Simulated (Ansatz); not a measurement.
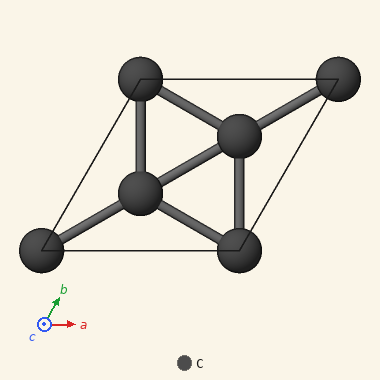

The system is C (R-3m, No. 166; 12 atoms in the cell); the picture shows the reference structure. 
- Gamma surface: rigid slide across a plane, one fault a cell; the plane is (0 0 1) of the conventional cell.
- Places are given modulo a cell vector. The map is drawn in real space over the plane of the slide.
- Nothing is relaxed (rigid halves, spacing across the cut fixed).
- The scan uses a 6 × 6 grid; 10 points were computed and 26 follow by symmetry.
- Energies: mJ/m², counted from the perfect crystal.
- The lowest point has no gap; 34 points of the grid have one on the k-mesh.
- The calculation used DFT PBEsol+D3(BJ), scalar-relativistic, plane waves, PAW in Ansatz. Settings: cutoff 520 eV, k-mesh 15×15×2 in the order of the run's cell vectors, gaussian smearing 0.03 eV, no spin polarisation.

Its coordinates:

```yaml
crystal:
  lattice:
    - [-1.22895, -2.12860, 0.00000]
    - [1.22895, -2.12860, 0.00000]
    - [0.00000, 0.00000, 20.41937]
  atoms:
    - { symbol: C, position: [0.00000, 0.00000, 0.91403] }
    - { symbol: C, position: [0.33333, 0.33333, 0.24737] }
    - { symbol: C, position: [0.66667, 0.66667, 0.58070] }
    - { symbol: C, position: [0.00000, 0.00000, 0.75257] }
    - { symbol: C, position: [0.33333, 0.33333, 0.08590] }
    - { symbol: C, position: [0.66667, 0.66667, 0.41923] }
    - { symbol: C, position: [0.00000, 0.00000, 0.08587] }
    - { symbol: C, position: [0.33333, 0.33333, 0.41921] }
    - { symbol: C, position: [0.66667, 0.66667, 0.75254] }
    - { symbol: C, position: [0.00000, 0.00000, 0.58073] }
    - { symbol: C, position: [0.33333, 0.33333, 0.91406] }
    - { symbol: C, position: [0.66667, 0.66667, 0.24739] }
```

Range: slide along a1 from 0.000 to 0.833; slide along a2 from 0.000 to 0.833.

**Predict the map.**

The lowest grid point is at (2/6, 2/6) of the cell vectors, −43.2 mJ/m² from the perfect crystal. The reference structure, at (0/6, 0/6) of the cell vectors, is a maximum of this map. There is a further well near (4/6, 4/6) of the cell vectors (5.5 mJ/m² above the lowest at that grid point). The highest grid point, (0/6, 0/6) of the cell vectors, lies 43.2 mJ/m² above the lowest. On the interpolated surface the easiest way out of the lowest well to the well at about (0.61, 0.61) of the cell vectors passes a barrier of about 6 mJ/m².

| slide along a2 ↓, slide along a1 → | 0/6 | 1/6 | 2/6 | 3/6 | 4/6 | 5/6 |
| --- | --- | --- | --- | --- | --- | --- |
| 5/6 | −9.9 | −9.9 | −23.8 | −36.2 | −36.2 | −23.8 |
| 4/6 | −28.7 | −24.5 | −28.7 | −36.2 | −37.7 | −36.2 |
| 3/6 | −37.4 | −38.4 | −38.4 | −37.4 | −36.2 | −36.2 |
| 2/6 | −28.7 | −38.4 | −43.2 | −38.4 | −28.7 | −23.8 |
| 1/6 | −9.9 | −24.5 | −38.4 | −38.4 | −24.5 | −9.9 |
| 0/6 | 0.0 | −9.9 | −28.7 | −37.4 | −28.7 | −9.9 |

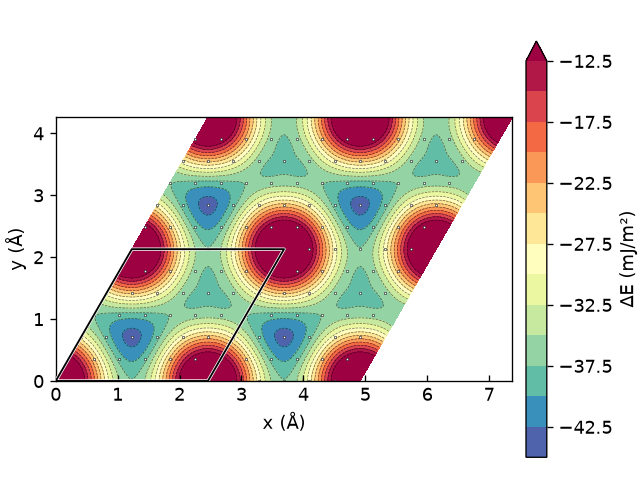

The picture shows filled contours, dots at the grid points, the outline of one cell of the 2 × 2 shown, one colour for all values above the top of the scale. Between grid points the surface is interpolated.

Each point was launched as `ansatz run input.yaml --threads 2 --pin off --max-ram 4096MiB --backend cpu --events-out ev --progress --plain --runs-dir out`. The whole map (10 points run) took 13 min on 2 threads of Arm Neoverse N1, on a shared host.

PAW datasets: the set soft_1.
